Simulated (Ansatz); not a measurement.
# Run report: Si$_{8}$O$_{15}$, geometry relaxation (part 2 of 2)

Si$_{8}$O$_{15}$ (defect cell, 23 atoms in the cell); DFT PBE-D3(BJ), scalar-relativistic, plane waves, PAW, PAW set soft_1, no spin polarisation (Ansatz 0.2.0); cutoff 420 eV, 2×2×2 k-mesh, Fermi–Dirac smearing of 0.05 eV. The structure derives from an entry of the Crystallography Open Database. It belongs to a series of runs on one base structure; here: end point B relaxed.

Geometry of the input (Å; fractional positions):
```
-4.2244  -4.2244  0.0000
4.2244  -4.2244  0.0000
0.0000  0.0000  5.3792
Si 0.5000  0.5000  0.0000
Si -0.0000  0.5000  0.2500
O  0.1931  0.5000  0.0000
O  -0.0000  0.1931  0.2500
O  0.8069  0.5000  0.0000
O  -0.0000  0.8069  0.2500
Si 0.5000  0.5000  0.5000
Si -0.0000  0.5000  0.7500
O  0.1931  0.5000  0.5000
O  -0.0000  0.1931  0.7500
O  0.8069  0.5000  0.5000
O  -0.0000  0.8069  0.7500
Si 0.0000  0.0000  0.0000
Si 0.5000  0.0000  0.2500
O  0.6931  0.0000  0.0000
O  0.5000  0.6931  0.2500
O  0.3069  0.0000  0.0000
O  0.5000  0.3069  0.2500
Si 0.0000  0.0000  0.5000
Si 0.5000  0.0000  0.7500
O  0.5000  0.6931  0.7500
O  0.6931  0.0000  0.5000
O  0.5000  0.3069  0.7500
```

Output, continued
```
  k-point 1: bands = ["-11.7899", "-11.7104", "-10.4882", "-10.4510", "-10.2089", "-10.0234", "-9.1521", "-9.1162", "-9.0515", "-9.0500", "-8.8999", "-8.8703", "-8.8605", "-8.8190", "-8.4747", "-0.7066", "-0.6856", "0.1989", "0.7015", "0.8565", "0.9879", "2.7878", "3.0813", "3.1535", "3.2817", "3.3704", "3.3756", "3.4028", "3.6317", "4.0751", "4.0842", "4.0967", "4.1194", "4.4551", "4.4563", "4.5305", "4.5630", "4.7365", "4.7799", "4.8184", "4.8227", "4.9768", "5.0191", "5.0595", "5.1004", "5.2674", "5.3369", "7.3183", "7.5587", "7.6881", "7.7166", "7.8342", "7.8621", "7.9325", "7.9737", "8.0154", "8.1402", "8.3069", "8.6737", "8.8987", "10.7941", "13.9016", "14.9921", "16.9220", "17.0001", "17.2620", "17.9650", "18.1973", "18.5926", "18.9124", "19.6194", "19.6626", "19.9048", "20.0982", "20.4779", "20.8295", "20.8657", "20.8967", "20.9421", "21.4253", "21.7043", "21.8724", "21.9268", "22.1952"]
  k-point 2: bands = ["-12.0890", "-11.6675", "-10.4358", "-10.1762", "-9.9761", "-9.9176", "-9.8554", "-9.5059", "-9.3937", "-8.7291", "-8.6808", "-8.6032", "-8.5863", "-8.5488", "-8.4032", "-0.5503", "-0.2821", "-0.0330", "0.2522", "0.3830", "1.0944", "1.5711", "2.1307", "2.2492", "2.2685", "2.2930", "2.4372", "2.4944", "3.1160", "3.4209", "3.7032", "4.4139", "4.6333", "4.7650", "5.0599", "5.1340", "5.2597", "5.2933", "5.6572", "5.6650", "5.9609", "6.1772", "6.4485", "6.5184", "6.6721", "6.7943", "7.0076", "7.1170", "7.1397", "7.1635", "7.1929", "7.3210", "7.3247", "7.5341", "7.7649", "7.8321", "7.8416", "8.1769", "8.4864", "8.6662", "10.7301", "14.9025", "15.6037", "16.1663", "16.4929", "16.9297", "17.0243", "17.8504", "17.8791", "18.1358", "18.2075", "18.3106", "18.3482", "18.7192", "19.3502", "19.9684", "20.7627", "20.8112", "20.9492", "21.2090", "21.4230", "21.5021", "21.6915", "22.0059"]
  k-point 7: bands = ["-10.9008", "-10.8863", "-10.8581", "-10.8398", "-10.8109", "-10.7967", "-10.3562", "-9.7893", "-8.6356", "-8.6245", "-8.5951", "-8.5702", "-8.5659", "-8.4447", "-8.1793", "0.4716", "1.0216", "1.0302", "1.0734", "1.1534", "1.1977", "1.4554", "1.5728", "2.0518", "2.0809", "2.1838", "2.1859", "2.2083", "2.2153", "3.1294", "3.3476", "3.9835", "4.3513", "4.3968", "4.4344", "4.4567", "4.6223", "4.6771", "5.7132", "6.2533", "6.2799", "6.2840", "6.3364", "6.4226", "6.4318", "6.6649", "6.7383", "6.7528", "6.7674", "6.8650", "6.8964", "6.9440", "7.1987", "8.0228", "8.0772", "8.1887", "8.1967", "8.2234", "8.3160", "8.4209", "11.0615", "14.6264", "14.8822", "17.7388", "18.1164", "18.1362", "18.2040", "18.2134", "18.5908", "19.1453", "19.1513", "19.7518", "19.8947", "19.9040", "19.9399", "20.1353", "20.4055", "20.4423", "20.9508", "21.1384", "21.2072", "21.3138", "21.3225", "21.6103"]
--- Relaxed structure (6 steps of the walk, 6 accepted, 0 SCFs on fresh bases) ---
  F+E_penalty+E_count = -13622.18895165 eV   max|allowed force component| = 8.313e-3 eV/Å
  atoms:
    - { symbol: Si, position: [0.4980150951415162, 0.5, -4.884817762379368e-20] }
    - { symbol: Si, position: [0.000817374441695079, 0.5, 0.250783142182717] }
    - { symbol: O, position: [0.1930521175011698, 0.5, 3.559454165289646e-20] }
    - { symbol: O, position: [0.005625930050205771, 0.19325892166764064, 0.25200156976003996] }
    - { symbol: O, position: [0.8067716027986975, 0.49999999999999983, 3.208457679130747e-20] }
    - { symbol: O, position: [0.005625930050205674, 0.8067410783323592, 0.25200156976003996] }
    - { symbol: Si, position: [0.4990230141906319, 0.5, 0.5] }
    - { symbol: Si, position: [0.000817374441695079, 0.5, 0.7492168578172831] }
    - { symbol: O, position: [0.19315108839955233, 0.5, 0.5] }
    - { symbol: O, position: [0.005625930050205771, 0.19325892166764064, 0.7479984302399599] }
    - { symbol: O, position: [0.8068295654918268, 0.4999999999999999, 0.5] }
    - { symbol: O, position: [0.005625930050205674, 0.8067410783323592, 0.7479984302399599] }
    - { symbol: Si, position: [-0.00034690993763834724, 1.0842021724855044e-19, 2.2558713777469003e-20] }
    - { symbol: Si, position: [0.4937447459325926, 0.0, 0.25898988325371286] }
    - { symbol: O, position: [0.6922196621252161, 0.0, -6.955895743921468e-22] }
    - { symbol: O, position: [0.49813033419278585, 0.6930784921208877, 0.25187691089597386] }
    - { symbol: O, position: [0.3039753787453197, 0.0, -8.981425498901067e-20] }
    - { symbol: O, position: [0.49813033419278596, 0.3069215078791122, 0.25187691089597386] }
    - { symbol: Si, position: [-0.003831642556842809, 0.0, 0.5] }
    - { symbol: Si, position: [0.4937447459325926, 0.0, 0.7410101167462871] }
    - { symbol: O, position: [0.49813033419278585, 0.6930784921208877, 0.7481230891040261] }
    - { symbol: O, position: [0.7000917303800079, 0.0, 0.5] }
    - { symbol: O, position: [0.49813033419278596, 0.3069215078791122, 0.7481230891040261] }
```

Trajectory as extended XYZ (Å, eV, eV/Å), 6 frames, from step=1 to step=6
```
23
Lattice="-4.2244 -4.2244 0.0000 4.2244 -4.2244 0.0000 0.0000 0.0000 5.3792" Properties=species:S:1:pos:R:3:forces:R:3 step=1 energy=-13622.06440
Si    0.0000   -4.2244    0.0000    0.1071   0.1071   0.0000
Si    2.1122   -2.1122    1.3448   -0.0624  -0.0624   0.0582
O     1.2965   -2.9279    0.0000    0.0048   0.0048   0.0000
O     0.8157   -0.8157    1.3448   -0.0515  -0.1883   0.0388
O    -1.2965   -5.5209    0.0000    0.0359   0.0359   0.0000
O     3.4087   -3.4087    1.3448   -0.1883  -0.0515   0.0388
Si    0.0000   -4.2244    2.6896    0.0289   0.0289   0.0000
Si    2.1122   -2.1122    4.0344   -0.0624  -0.0624  -0.0582
O     1.2965   -2.9279    2.6896   -0.0160  -0.0160   0.0000
O     0.8157   -0.8157    4.0344   -0.0515  -0.1883  -0.0388
O    -1.2965   -5.5209    2.6896    0.0168   0.0168   0.0000
O     3.4087   -3.4087    4.0344   -0.1883  -0.0515  -0.0388
Si    0.0000    0.0000    0.0000   -0.1685  -0.1685   0.0000
Si   -2.1122   -2.1122    1.3448    0.4872   0.4872   1.3387
O    -2.9279   -2.9279    0.0000   -0.1076  -0.1076   0.0000
O     0.8157   -5.0401    1.3448    0.0262   0.0543   0.1154
O    -1.2965   -1.2965    0.0000    0.2677   0.2677   0.0000
O    -0.8157   -3.4087    1.3448    0.0543   0.0262   0.1154
Si    0.0000    0.0000    2.6896   -0.1641  -0.1641   0.0000
Si   -2.1122   -2.1122    4.0344    0.4872   0.4872  -1.3387
O     0.8157   -5.0401    4.0344    0.0262   0.0543  -0.1154
O    -2.9279   -2.9279    2.6896   -0.5358  -0.5358   0.0000
O    -0.8157   -3.4087    4.0344    0.0543   0.0262  -0.1154
23
Lattice="-4.2244 -4.2244 0.0000 4.2244 -4.2244 0.0000 0.0000 0.0000 5.3792" Properties=species:S:1:pos:R:3:forces:R:3 step=2 energy=-13622.13794
Si    0.0035   -4.2209    0.0000    0.1034   0.1034   0.0000
Si    2.1116   -2.1128    1.3453   -0.0532  -0.0532   0.0640
O     1.2978   -2.9266    0.0000   -0.0108  -0.0108   0.0000
O     0.8072   -0.8256    1.3453   -0.0397  -0.1007   0.0813
O    -1.2950   -5.5194    0.0000    0.0406   0.0406   0.0000
O     3.3988   -3.4172    1.3453   -0.1007  -0.0397   0.0813
Si    0.0019   -4.2225    2.6896    0.0264   0.0264   0.0000
Si    2.1116   -2.1128    4.0339   -0.0532  -0.0532  -0.0640
O     1.2966   -2.9278    2.6896    0.0308   0.0308   0.0000
O     0.8072   -0.8256    4.0339   -0.0397  -0.1007  -0.0813
O    -1.2958   -5.5202    2.6896    0.0088   0.0088   0.0000
O     3.3988   -3.4172    4.0339   -0.1007  -0.0397  -0.0813
Si    0.0008    0.0008    0.0000   -0.0868  -0.0868   0.0000
Si   -2.1030   -2.1030    1.3632    0.2569   0.2569   0.7643
O    -2.9180   -2.9180    0.0000   -0.2872  -0.2872   0.0000
O     0.8213   -5.0343    1.3484    0.0049   0.0150   0.1037
O    -1.2929   -1.2929    0.0000    0.2555   0.2555   0.0000
O    -0.8099   -3.4031    1.3484    0.0150   0.0049   0.1037
Si   -0.0140   -0.0140    2.6896    0.0398   0.0398   0.0000
Si   -2.1030   -2.1030    4.0160    0.2569   0.2569  -0.7643
O     0.8213   -5.0343    4.0308    0.0049   0.0150  -0.1037
O    -2.9404   -2.9404    2.6896   -0.2877  -0.2877   0.0000
O    -0.8099   -3.4031    4.0308    0.0150   0.0049  -0.1037
23
Lattice="-4.2244 -4.2244 0.0000 4.2244 -4.2244 0.0000 0.0000 0.0000 5.3792" Properties=species:S:1:pos:R:3:forces:R:3 step=3 energy=-13622.17701
Si    0.0105   -4.2139    0.0000    0.0379   0.0379   0.0000
Si    2.1115   -2.1129    1.3479    0.0087   0.0087   0.0265
O     1.2999   -2.9245    0.0000   -0.0251  -0.0251   0.0000
O     0.7975   -0.8366    1.3504   -0.0327  -0.0449   0.0570
O    -1.2912   -5.5156    0.0000   -0.0103  -0.0103   0.0000
O     3.3878   -3.4269    1.3504   -0.0449  -0.0327   0.0570
Si    0.0057   -4.2187    2.6896    0.0016   0.0016   0.0000
Si    2.1115   -2.1129    4.0313    0.0087   0.0087  -0.0265
O     1.2997   -2.9247    2.6896   -0.0084  -0.0084   0.0000
O     0.7975   -0.8366    4.0288   -0.0327  -0.0449  -0.0570
O    -1.2938   -5.5182    2.6896    0.0077   0.0077   0.0000
O     3.3878   -3.4269    4.0288   -0.0449  -0.0327  -0.0570
Si   -0.0014   -0.0014    0.0000    0.0234   0.0234   0.0000
Si   -2.0948   -2.0948    1.3875    0.0329   0.0329   0.0412
O    -2.9231   -2.9231    0.0000   -0.0358  -0.0358   0.0000
O     0.8276   -5.0282    1.3562    0.0033  -0.0277  -0.0332
O    -1.2854   -1.2854    0.0000   -0.0334  -0.0334   0.0000
O    -0.8038   -3.3968    1.3562   -0.0277   0.0033  -0.0332
Si   -0.0215   -0.0215    2.6896    0.2222   0.2222   0.0000
Si   -2.0948   -2.0948    3.9917    0.0329   0.0329  -0.0412
O     0.8276   -5.0282    4.0230    0.0033  -0.0277   0.0332
O    -2.9546   -2.9546    2.6896   -0.0595  -0.0595   0.0000
O    -0.8038   -3.3968    4.0230   -0.0277   0.0033   0.0332
23
Lattice="-4.2244 -4.2244 0.0000 4.2244 -4.2244 0.0000 0.0000 0.0000 5.3792" Properties=species:S:1:pos:R:3:forces:R:3 step=4 energy=-13622.18694
Si    0.0117   -4.2127    0.0000    0.0152   0.0152   0.0000
Si    2.1127   -2.1117    1.3491   -0.0375  -0.0375  -0.0102
O     1.2997   -2.9247    0.0000   -0.0087  -0.0087   0.0000
O     0.7913   -0.8426    1.3535    0.0099   0.0225   0.0280
O    -1.2913   -5.5157    0.0000   -0.0296  -0.0296   0.0000
O     3.3818   -3.4331    1.3535    0.0225   0.0099   0.0280
Si    0.0084   -4.2160    2.6896   -0.0033  -0.0033   0.0000
Si    2.1127   -2.1117    4.0301   -0.0375  -0.0375   0.0102
O     1.2996   -2.9248    2.6896   -0.0006  -0.0006   0.0000
O     0.7913   -0.8426    4.0257    0.0099   0.0225  -0.0280
O    -1.2927   -5.5171    2.6896   -0.0210  -0.0210   0.0000
O     3.3818   -3.4331    4.0257    0.0225   0.0099  -0.0280
Si   -0.0042   -0.0042    0.0000    0.0242   0.0242   0.0000
Si   -2.0909   -2.0909    1.3912    0.0306   0.0306   0.0449
O    -2.9249   -2.9249    0.0000   -0.0310  -0.0310   0.0000
O     0.8270   -5.0304    1.3566   -0.0366   0.0205  -0.0388
O    -1.2859   -1.2859    0.0000   -0.0293  -0.0293   0.0000
O    -0.8060   -3.3974    1.3566    0.0205  -0.0366  -0.0388
Si    0.0059    0.0059    2.6896    0.0387   0.0387   0.0000
Si   -2.0909   -2.0909    3.9880    0.0306   0.0306  -0.0449
O     0.8270   -5.0304    4.0226   -0.0366   0.0205   0.0388
O    -2.9616   -2.9616    2.6896    0.0266   0.0266   0.0000
O    -0.8060   -3.3974    4.0226    0.0205  -0.0366   0.0388
23
Lattice="-4.2244 -4.2244 0.0000 4.2244 -4.2244 0.0000 0.0000 0.0000 5.3792" Properties=species:S:1:pos:R:3:forces:R:3 step=5 energy=-13622.18793
Si    0.0060   -4.2184    0.0000   -0.0143  -0.0143   0.0000
Si    2.1057   -2.1187    1.3488    0.0483   0.0483   0.0069
O     1.2944   -2.9300    0.0000    0.0140   0.0140   0.0000
O     0.7941   -0.8392    1.3562   -0.0246   0.0062   0.0016
O    -1.2982   -5.5226    0.0000   -0.0075  -0.0075   0.0000
O     3.3852   -3.4303    1.3562    0.0062  -0.0246   0.0016
Si    0.0021   -4.2223    2.6896   -0.0152  -0.0152   0.0000
Si    2.1057   -2.1187    4.0304    0.0483   0.0483  -0.0069
O     1.2937   -2.9307    2.6896    0.0104   0.0104   0.0000
O     0.7941   -0.8392    4.0230   -0.0246   0.0062  -0.0016
O    -1.2984   -5.5228    2.6896    0.0024   0.0024   0.0000
O     3.3852   -3.4303    4.0230    0.0062  -0.0246  -0.0016
Si    0.0035    0.0035    0.0000    0.0136   0.0136   0.0000
Si   -2.0820   -2.0820    1.3948   -0.0398  -0.0398  -0.0512
O    -2.9217   -2.9217    0.0000   -0.0127  -0.0127   0.0000
O     0.8213   -5.0335    1.3534    0.0259  -0.0034   0.0416
O    -1.2813   -1.2813    0.0000   -0.0079  -0.0079   0.0000
O    -0.8091   -3.4031    1.3534   -0.0034   0.0259   0.0416
Si    0.0215    0.0215    2.6896   -0.0072  -0.0072   0.0000
Si   -2.0820   -2.0820    3.9844   -0.0398  -0.0398   0.0512
O     0.8213   -5.0335    4.0258    0.0259  -0.0034  -0.0416
O    -2.9552   -2.9552    2.6896   -0.0004  -0.0004   0.0000
O    -0.8091   -3.4031    4.0258   -0.0034   0.0259  -0.0416
23
Lattice="-4.2244 -4.2244 0.0000 4.2244 -4.2244 0.0000 0.0000 0.0000 5.3792" Properties=species:S:1:pos:R:3:forces:R:3 step=6 energy=-13622.18895
Si    0.0084   -4.2160    0.0000    0.0020   0.0020   0.0000
Si    2.1087   -2.1157    1.3490   -0.0017  -0.0017   0.0009
O     1.2967   -2.9277    0.0000    0.0022   0.0022   0.0000
O     0.7926   -0.8402    1.3556    0.0025   0.0008   0.0009
O    -1.2959   -5.5203    0.0000    0.0006   0.0006   0.0000
O     3.3842   -3.4318    1.3556    0.0008   0.0025   0.0009
Si    0.0041   -4.2203    2.6896    0.0034   0.0034   0.0000
Si    2.1087   -2.1157    4.0302   -0.0017  -0.0017  -0.0009
O     1.2963   -2.9281    2.6896    0.0023   0.0023   0.0000
O     0.7926   -0.8402    4.0236    0.0025   0.0008  -0.0009
O    -1.2962   -5.5206    2.6896    0.0003   0.0003   0.0000
O     3.3842   -3.4318    4.0236    0.0008   0.0025  -0.0009
Si    0.0015    0.0015    0.0000   -0.0083  -0.0083   0.0000
Si   -2.0858   -2.0858    1.3932    0.0010   0.0010   0.0006
O    -2.9242   -2.9242    0.0000    0.0015   0.0015   0.0000
O     0.8235   -5.0321    1.3549   -0.0034  -0.0001  -0.0003
O    -1.2841   -1.2841    0.0000   -0.0007  -0.0007   0.0000
O    -0.8077   -3.4009    1.3549   -0.0001  -0.0034  -0.0003
Si    0.0162    0.0162    2.6896   -0.0017  -0.0017   0.0000
Si   -2.0858   -2.0858    3.9860    0.0010   0.0010  -0.0006
O     0.8235   -5.0321    4.0243   -0.0034  -0.0001   0.0003
O    -2.9575   -2.9575    2.6896    0.0002   0.0002   0.0000
O    -0.8077   -3.4009    4.0243   -0.0001  -0.0034   0.0003
```

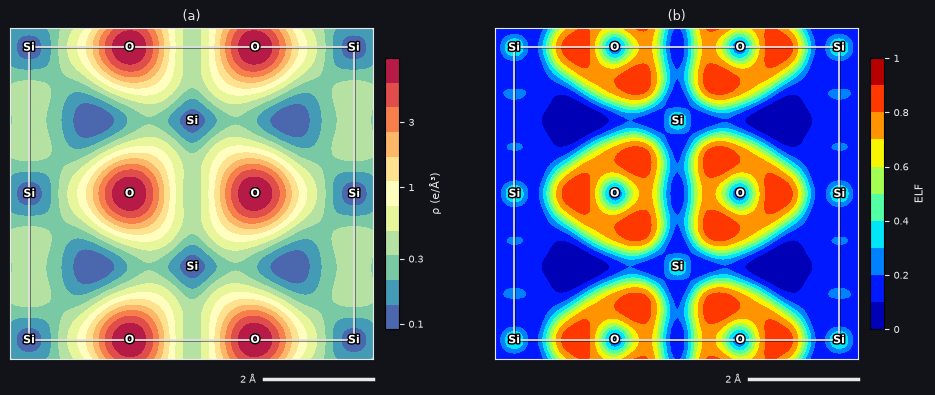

Fig. 1: (a) valence charge density (pseudo); (b) ELF on the (010) plane of the calculation cell. The section cuts through Si and O sites. Away from the nuclei the density in this plane falls to 0.09 e/Å³ at its lowest. The fields are those of the smooth PAW valence density.

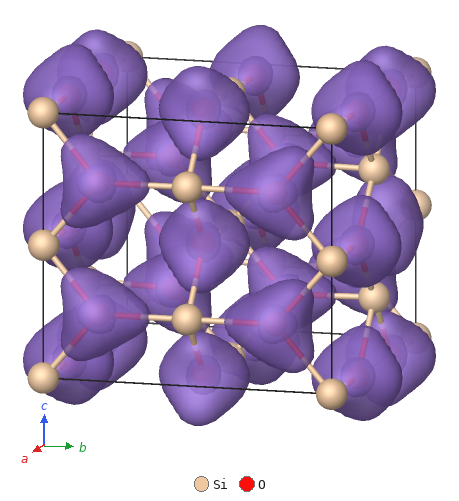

Fig. 2: Isosurface of the electron localisation function at 0.7 (purple), seen slightly off an axis. Only the valence region is drawn (cores and ρ < 0.01 e/Å³ removed). Sticks mark near contacts. The outline is the calculation cell. Along the contacts the grid gives the following. Si–O (1.82 Å): the ELF peaks at about 0.85 between the atoms, which marks a shared but strongly polarised pair.

Results in brief

- outcome: converged
- electrons treated: 122
- free energy: −13622.1890 eV
- Fermi energy: 12.477 eV
- gap on the k-point mesh: 2.84 eV
- final volume: 191.99 Å³
- largest force (length of the vector) at the end: 0.012 eV/Å
- wall time: 37 s
- peak memory: 0.43 GiB
